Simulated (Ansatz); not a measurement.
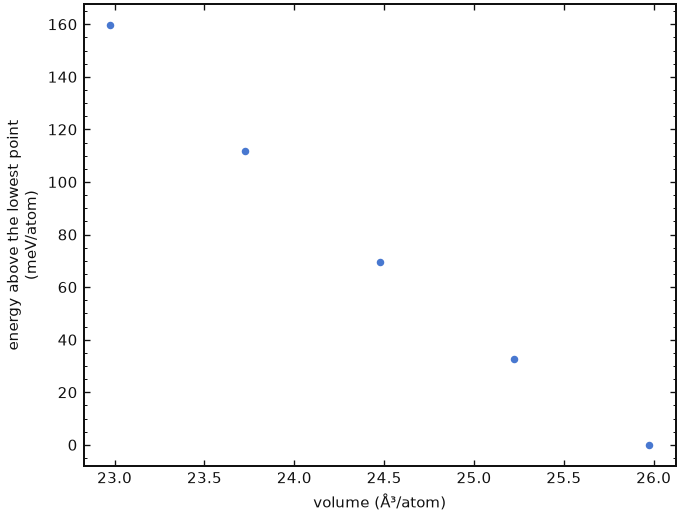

The figure shows the energy above the lowest point against volume for Eu, space group Fm-3m (No. 225) (one of a set of cubic test structures, which need not be the stable phase).

Method: equation of state of a cubic crystal from periodic Kohn-Sham density functional theory without spin; pressure corrected for the finite basis (Ansatz 0.2.0 development build). Level: r2SCAN.

```csv
setting,value
structure type,fcc
atoms in cell,1
space group number,225
lattice centring,face-centred primitive
k mesh,12×12×12
occupation method,Fermi–Dirac
occupation width,0.1 eV
wave cutoff,500 eV
datasets,soft-1 PAW
density tolerance,1e-07 eV
bands,16
density cutoff ratio,4
search for lower states,default
```

From this curve and the settings, what does the calculation give for the pressure at the same points?

The pressure falls from 10.919 GPa at volume 22.98 Å³/atom to 6.496 GPa at 25.97 Å³/atom.

```csv
volume (Å³/atom),pressure (GPa)
22.98,10.919
23.73,9.607
24.48,8.444
25.22,7.420
25.97,6.496
```

Limits of the calculation: cubic model structure, not the ambient form; modest k-mesh, values are not fully converged in k; open f shell treated without spin; open f shell, state may not be the lowest; the volumes run don't bracket the minimum of the energy, so any equilibrium value is extrapolated.
